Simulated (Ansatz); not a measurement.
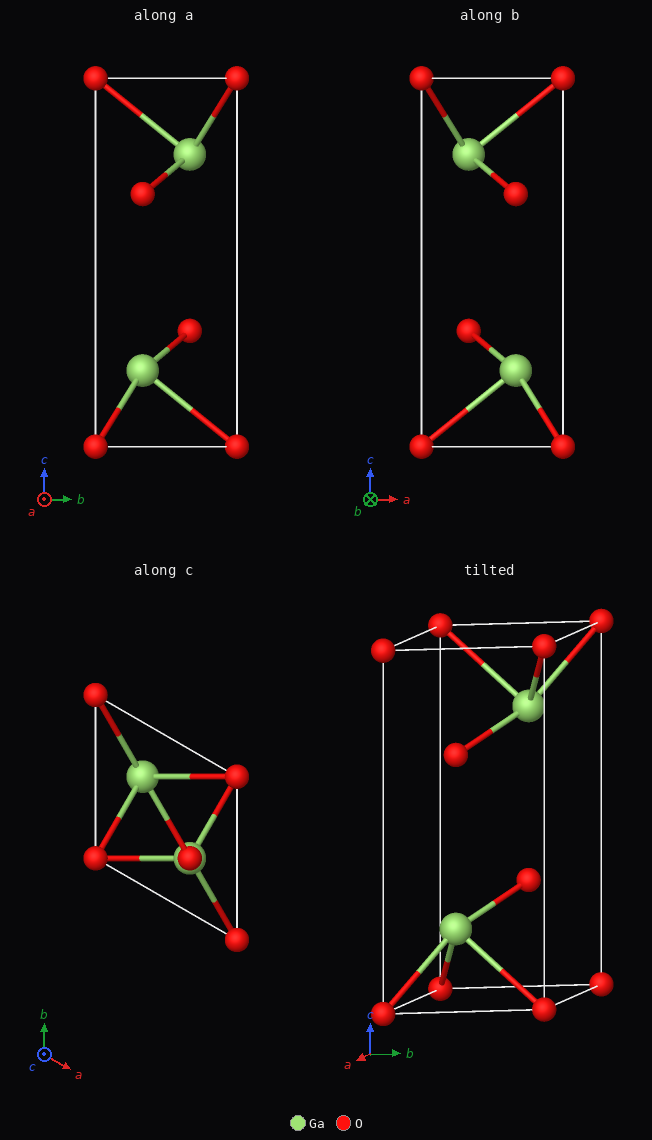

We look at a ball-and-stick model of the crystal along the a axis, along the b axis, along the c axis and slightly off an axis. The wireframe shows the conventional unit cell.

Lattice parameters: a = 3.0161 Å, b = 3.0161 Å, c = 6.8041 Å, α = 90.000°, β = 90.000°, γ = 120.000°.

Reconstruct the structure as a CIF with its space group and independent sites, with free fractional coordinates to two decimals.

Answer.
```cif
data_structure
_symmetry_space_group_name_H-M 'P -3 m 1'
_symmetry_Int_Tables_number 164
_cell_length_a 3.0161
_cell_length_b 3.0161
_cell_length_c 6.8041
_cell_angle_alpha 90.000
_cell_angle_beta 90.000
_cell_angle_gamma 120.000
_cell_volume 53.60
loop_
_atom_site_label
_atom_site_type_symbol
_atom_site_symmetry_multiplicity
_atom_site_Wyckoff_symbol
_atom_site_fract_x
_atom_site_fract_y
_atom_site_fract_z
_atom_site_occupancy
Ga1 Ga 2 d 0.3333 0.6667 0.79 1
O1 O 2 d 0.6667 0.3333 0.69 1
O2 O 1 a 0.00 0.00 0.00 1
```

It goes back to a structure type filled with these elements by a generator (whether the compound takes this form wasn't checked). Atoms and cell were optimised with DFT PBE+D3(BJ), scalar-relativistic, plane waves, PAW in Ansatz 0.2.0.
